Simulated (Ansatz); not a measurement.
# ZnSe2: what the fields show

The calculation's input:

```
crystal:
  lattice:
    - [6.1741237358, 0.0, 0.0]
    - [0.0, 6.1741237358, 0.0]
    - [0.0, 0.0, 6.1741237358]
  atoms:
    - { symbol: Zn, position: [0.5, 0.5, 0.0] }
    - { symbol: Zn, position: [0.5, 0.0, 0.5] }
    - { symbol: Zn, position: [0.0, 0.5, 0.5] }
    - { symbol: Zn, position: [0.0, 0.0, 0.0] }
    - { symbol: Se, position: [0.1105926215, 0.8894073785, 0.3894073785] }
    - { symbol: Se, position: [0.8894073785, 0.3894073785, 0.1105926215] }
    - { symbol: Se, position: [0.3894073785, 0.1105926215, 0.8894073785] }
    - { symbol: Se, position: [0.6105926215, 0.6105926215, 0.6105926215] }
    - { symbol: Se, position: [0.8894073785, 0.1105926215, 0.6105926215] }
    - { symbol: Se, position: [0.1105926215, 0.6105926215, 0.8894073785] }
    - { symbol: Se, position: [0.6105926215, 0.8894073785, 0.1105926215] }
    - { symbol: Se, position: [0.3894073785, 0.3894073785, 0.3894073785] }
basis:
  ecutwfc: 420
kpoints:
  mp_grid: { grid: [6, 6, 6] }
hamiltonian:
  xc: lda
scf:
  occupations: { method: fixed }
output:
  forces: true
  stress: true
  eigenvalues: true
  write_density: true
  write_potential: true
  elf: true
  volumetric_format: npy
relax:
  adjacent_minimum: "off"
  f_tol: 0.001
  max_steps: 60
  cell: { stress_tol: 0.01 }
```

Run with:

```sh
ansatz run input.yaml --threads 4 --pin off --max-ram 12288MiB --backend cpu --events-out ev --progress --plain --runs-dir out
```

Below, planes, directions and counts refer to the conventional cell (a = 6.17 Å, b = 6.17 Å, c = 6.17 Å, α = 90.00°, β = 90.00°, γ = 90.00°).

Space group Pa-3; a structure from a database of computed crystals, not necessarily the ambient phase.

All numbers below come from DFT LDA, scalar-relativistic, plane waves, PAW (Ansatz).

The density is the valence pseudo-density of a PAW calculation; it isn't the true density close to the nuclei.

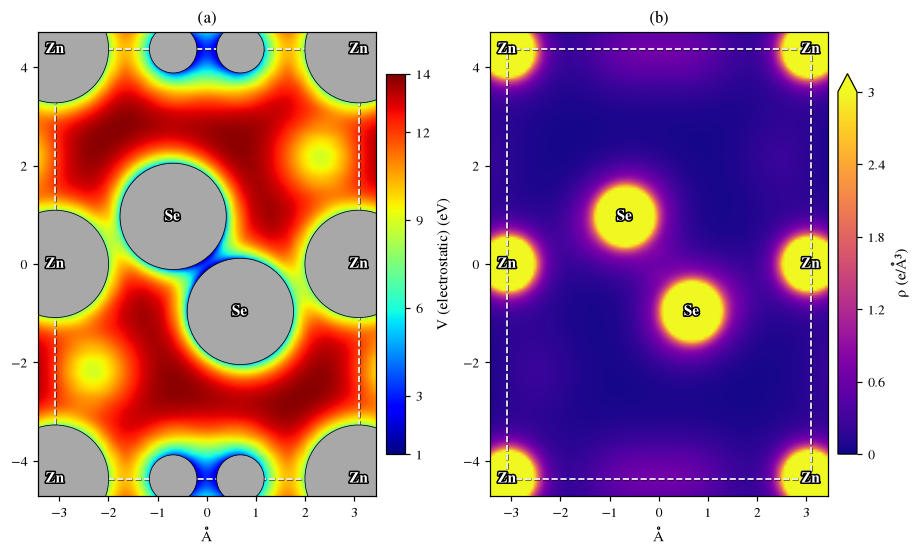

Figure 1. (a) electrostatic potential (local pseudopotential plus Hartree) felt by an electron; (b) valence charge density (pseudo) on the (011) plane of the conventional cell. Grey discs cover the atomic cores in the potential map.

Q: Read the bonding off the picture.

A: Atoms in the plane: Zn and Se.
Se–Se (2.37 Å): the density is about 0.61 e/Å³ at the midpoint.
Zn–Se (2.59 Å): ρ is about 0.36 e/Å³ halfway.
Between the atoms the lowest density in this plane is 0.04 e/Å³.
Outside the cores the potential energy rises away from the atoms and is highest about 2.0 Å from the nearest atoms; its zero is arbitrary.

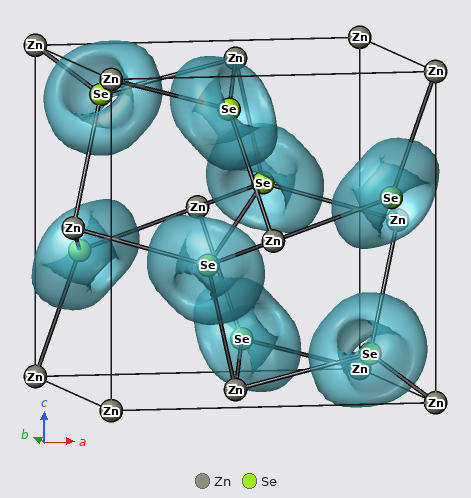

Figure 2. Isosurface of the ELF at 0.75 (cyan), seen slightly off an axis. Core shells and regions of very low density are left out. Sticks mark near contacts.

Q: Identify the bonds, lone pairs and shells in this picture.

A: The ELF exceeds this value in eight regions wrapped around Se (the valence shell of each), counted in one cell of 12 atoms. Any copies at cell faces, edges or corners count once. Profiles from the grid: Se–Se (2.37 Å): the ELF peaks at about 0.70 between the atoms. Zn–Se (2.59 Å): the ELF is about 0.55 at the midpoint.

Q: Metal or insulator at this level of theory?

A: It is gapped, with a Kohn–Sham gap of 0.65 eV on the k-point mesh (the band edges may lie off the mesh, which would make the gap smaller).
